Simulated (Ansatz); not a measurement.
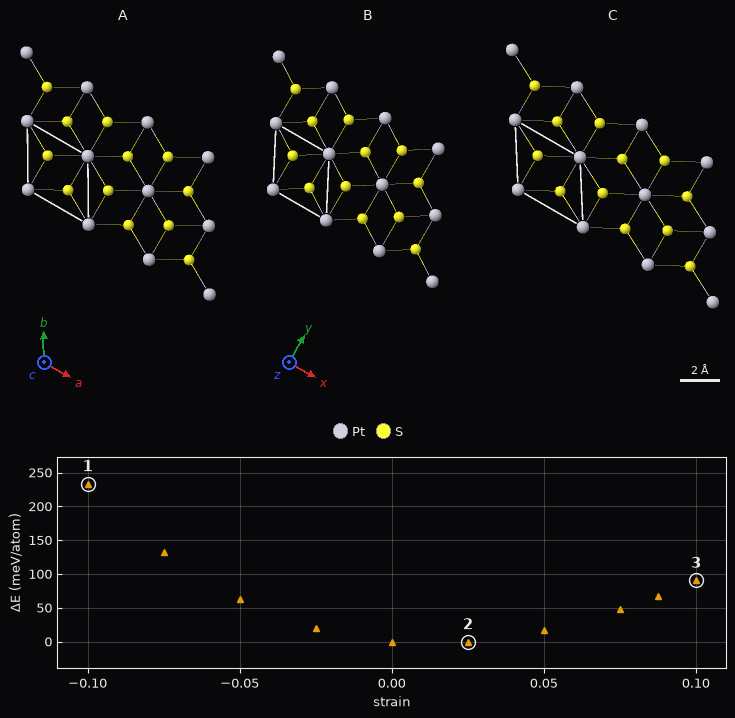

Energy scan for a crystal of PtS2 (P-3m1), in which the cell is strained along x alone, with the atoms kept at their fractional coordinates. x, y and z are the Cartesian axes of the input. The frames are shuffled; the numbered points of the plot belong to them. A ball-and-stick model of the cell of the calculation, repeated 3 × 2 × 2 with one cell outlined, seen along the c axis.

Level of theory: DFT PBE, scalar-relativistic, plane waves, PAW (Ansatz 0.2.0). (plane-wave cutoff 420 eV; k-point mesh 12 × 12 × 8; occupations gaussian; smearing width 0.05 eV; no spin polarisation). Energies (free energies at the smearing named) are counted from the cell as listed in its source, which wasn't relaxed.

> Match the frames to the points.

Point 1 is frame B (the strain −0.10, 233.7 meV/atom); 2 is frame A (the strain 0.025, 0.0 meV/atom); 3 is frame C (the strain 0.10, 90.7 meV/atom). The lowest computed point lies at the strain 0.025 (0.0 meV/atom). The end points stand at 233.7 meV/atom (−0.10) and 90.7 meV/atom (0.10). The unrelaxed reference is under a pressure of 2.4 GPa, which tilts the curve. The distortion takes the space group from P-3m1 to C2/m. At the strain −0.10 the cell of the drawing goes a 3.543 → 3.189 Å, b 3.543 → 3.458 Å, γ 120.0° → 117.5°.

Limits of the set-up: layers or molecules are held without a dispersion correction, so their spacing is unreliable.
